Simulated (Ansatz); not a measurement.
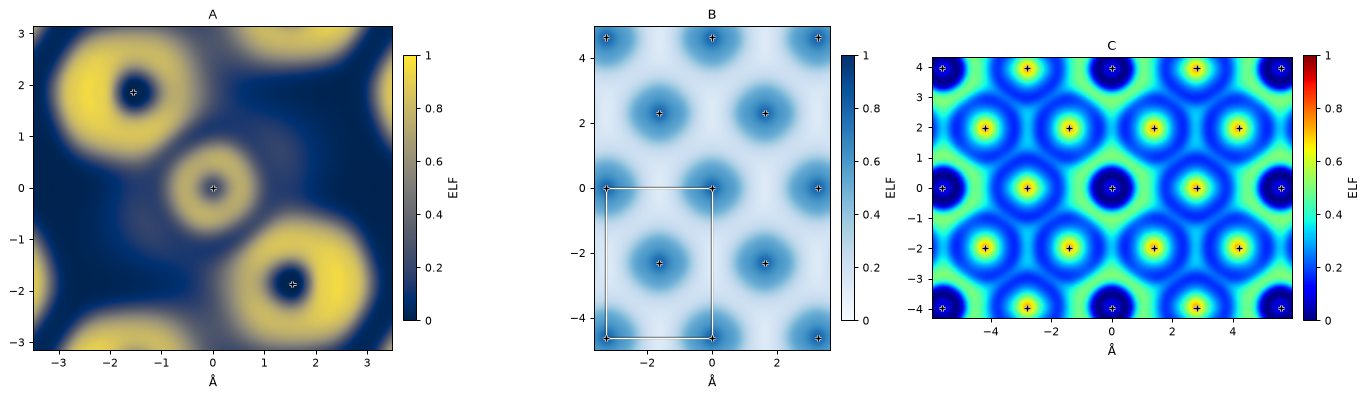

The ELF of 3 systems, each on a plane through atoms (crosses mark nuclei in the plane).

All numbers below come from DFT r2SCAN, scalar-relativistic, plane waves, PAW in Ansatz 0.2.0.

System 1: Au, the (011̄) plane of the conventional cell. Space group Im-3m; a structure from a database of computed crystals, not necessarily the ambient phase; computed without spin polarisation.

```
Au
1.0
     3.27538    0.00000    0.00000
     0.00000    3.27538    0.00000
     0.00000    0.00000    3.27538
Au
2
Cartesian
  0.0000 0.0000 0.0000
  1.6377 1.6377 1.6377
```

System 2: AlNi3, the (011) plane of the conventional cell. Space group Fm-3m; a structure from a database of computed crystals, not necessarily the ambient phase; the program warned that a starting moment wasn't kept; spin-polarised, but the moments vanished.

```xyz
16
Lattice="5.6038 0.0000 0.0000 0.0000 5.6038 0.0000 0.0000 0.0000 5.6038" Properties=species:S:1:pos:R:3 pbc="T T T"
Al    2.8019    0.0000    0.0000
Al    0.0000    2.8019    0.0000
Al    0.0000    0.0000    2.8019
Al    2.8019    2.8019    2.8019
Ni    1.4009    1.4009    1.4009
Ni    4.2028    4.2028    1.4009
Ni    4.2028    1.4009    4.2028
Ni    1.4009    4.2028    4.2028
Ni    0.0000    0.0000    0.0000
Ni    2.8019    2.8019    0.0000
Ni    2.8019    0.0000    2.8019
Ni    0.0000    2.8019    2.8019
Ni    4.2028    1.4009    1.4009
Ni    1.4009    4.2028    1.4009
Ni    1.4009    1.4009    4.2028
Ni    4.2028    4.2028    4.2028
```

System 3: MoS2, the (110) plane of the conventional cell. Space group P-3m1; a structure from a database of computed crystals, not necessarily the ambient phase; computed without spin polarisation.

```xyz
3
Lattice="3.2262 0.0000 0.0000 -1.6131 2.7940 0.0000 0.0000 0.0000 6.2738" Properties=species:S:1:pos:R:3 pbc="T T T"
Mo    0.0000    0.0000    3.1369
S     0.0000    1.8627    1.5898
S     1.6131    0.9313    4.6840
```

Q: Match each panel to its system.

A: Panel A is system 3, MoS2: the plane holds Mo and S. Mo–S (2.42 Å): the ELF peaks at about 0.85 in the valence shell of S, 0.8 Å from its nucleus, and is about 0.40 at the midpoint. Panel B is system 1, Au: the plane holds Au. Au–Au (2.84 Å): the ELF is about 0.20 at the midpoint: no shared electron pair shows on this line. Panel C is system 2, AlNi3: the plane holds Al and Ni. Al–Ni (2.43 Å): the ELF is about 0.40 at the midpoint.
